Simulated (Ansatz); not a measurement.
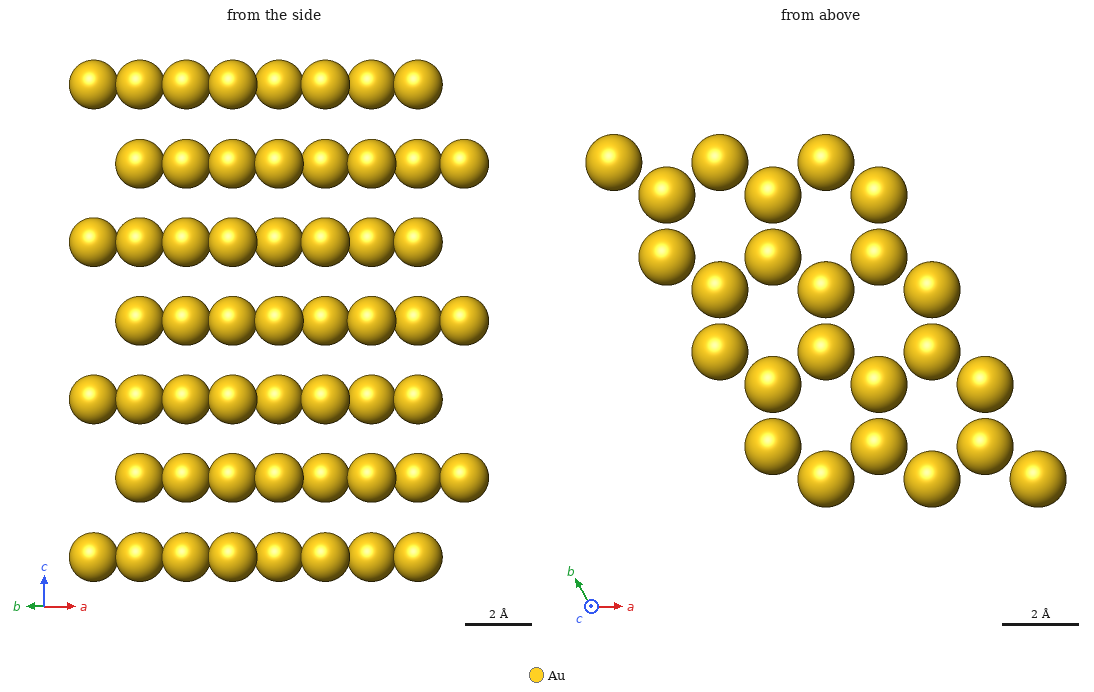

A spheres-only picture of a periodic slab, seen from the side and from above. The surface normal points up in side views; the vacuum is left out. 3×4 cells are drawn in the plane, with atoms at the edges repeated.

The cell holds 7 Au. The slab was cut from bulk Au (Cmcm).

Question: What height do the atoms span?

Answer: About 14 Å from the lowest to the highest atom.

Question: What layers make up the slab, from top to bottom?

Answer: Seven planes: Au / Au / Au / Au / Au / Au / Au.

Question: Along which plane was the crystal cut?

Answer: (0 0 1).

Calculation details: DFT PBEsol, scalar-relativistic, plane waves, PAW in Ansatz 0.2.0; a basis cut at 420 eV, Brillouin-zone sampling on a 14×14×1 mesh, Gaussian smearing of 0.1 eV, no spin polarisation.

Question: Work functions?

Answer: 5.28 eV on both faces.

It derives from a structure listed in the Materials Project, from which a slab was cut. The atoms were relaxed in a fixed cell with DFT PBEsol, scalar-relativistic, plane waves, PAW in Ansatz.
